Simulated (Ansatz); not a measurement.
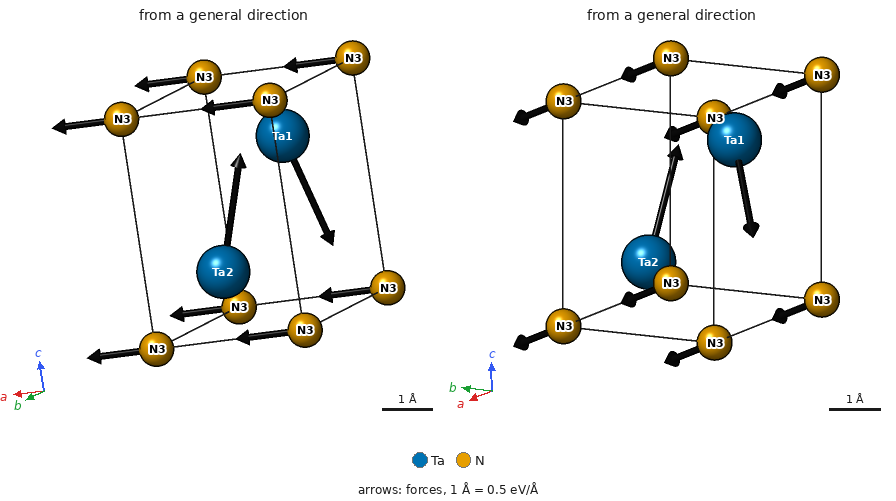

Spheres-only drawing of the structure, looking from two general directions. One cell (the run's own, in a reduced setting) is outlined, and atoms on its boundary appear in each equivalent place. The arrows are the computed forces on the atoms.

System: Ta$_{2}$N. Results below were computed with DFT PBE, scalar-relativistic, plane waves, PAW (Ansatz); the settings were 420 eV cutoff, k-points about 0.17 Å⁻¹ apart, Gaussian smearing of 0.1 eV, no spin polarisation.

Question: Is the structure at a minimum of the energy?

Answer: No. The atoms still feel forces of up to about 0.99 eV/Å, far above a usual threshold of 0.01 to 0.03 eV/Å.

Question: Identify the atom with the maximum force.

Answer: Ta1 and Ta2, about 0.99 eV/Å.

Question: On average, how strongly is each element pushed?

Answer: Mean magnitudes: about Ta 0.99 eV/Å, N 0.55 eV/Å.

The initial geometry was a structure listed in the Materials Project. The cell was then strained or its atoms displaced on purpose. A calculation with Ansatz used it as input.
